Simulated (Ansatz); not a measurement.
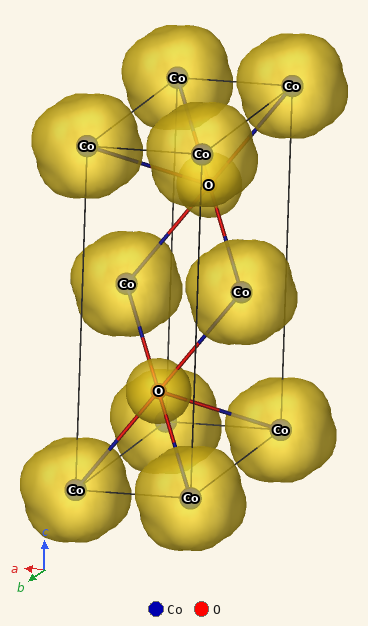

CoO. Isosurface of the spin density at +0.2 e/Å³ (yellow), seen at an oblique angle. Sticks mark near contacts.

Space group R-3m; a structure from a database of computed crystals, not necessarily the ambient phase; the SCF solution may not be the lowest one; the program warned that another magnetic order may lie lower; spin-polarised.

Level of theory: DFT PBE, scalar-relativistic, plane waves, PAW in Ansatz 0.2.0.

The density is the valence pseudo-density of a PAW calculation; it isn't the true density close to the nuclei.

```xyz
4
Lattice="1.5453 0.8922 2.2985 1.5453 -0.8922 -2.2985 -1.5453 4.4610 -2.2985" Properties=species:S:1:pos:R:3 pbc="T T T"
Co    0.0000    1.7844   -2.2985
Co    0.0000    0.0000    0.0000
O     1.5453    0.8922   -1.1492
O     0.0000    3.5688   -1.1492
```

Q: Where is the spin, and how is it ordered?

A: The spin density sits on Co: +2.4 μB (×2) in one cell of 4 atoms, with smaller moments on other sites: O (up to +0.30 μB): parallel main moments (a ferromagnetic arrangement) in this solution. The cell of the calculation (4 atoms) carries 5.7 μB of net spin moment.
